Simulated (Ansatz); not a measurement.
```cif
data_structure
_symmetry_space_group_name_H-M 'P 1'
_symmetry_Int_Tables_number 1
_cell_length_a 2.7681
_cell_length_b 2.7687
_cell_length_c 4.8081
_cell_angle_alpha 73.246
_cell_angle_beta 73.236
_cell_angle_gamma 59.995
_cell_volume 30.09
loop_
_atom_site_label
_atom_site_type_symbol
_atom_site_fract_x
_atom_site_fract_y
_atom_site_fract_z
_atom_site_occupancy
Pt1 Pt 0.50002 0.49998 0.50000 1
Pt2 Pt 0.99998 0.00002 0.00000 1
```

Space group R-3m; changed on purpose from its base cell (all atoms moved at random, sigma 0.4 A a component; relaxed back).

These are results of DFT PBEsol, scalar-relativistic, plane waves, PAW (Ansatz 0.2.0), not measurements.

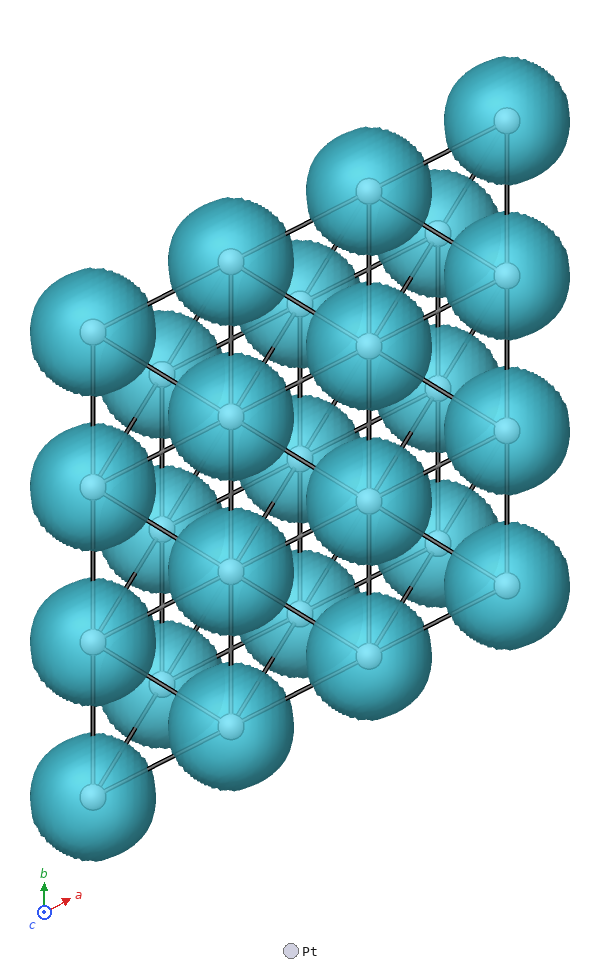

Pt. Isosurface of the valence electron density at 0.6 e/Å³ (cyan), seen along the c axis. Sticks mark near contacts.

Question: Which contacts does the surface bridge?

Answer: At this value the density breaks into separate islands; it holds about 80 % of the electrons treated as valence (semicore included). It bridges none of the near contacts. It is pinched off along the shortest Pt–Pt (2.77 Å) contacts. On the grid the lowest density along these lines, outside the cores, is 0.38 e/Å³ (Pt–Pt, 2.77 Å).

Question: Metal or insulator at this level of theory?

Answer: It is gapless in this calculation (a metal or semimetal).
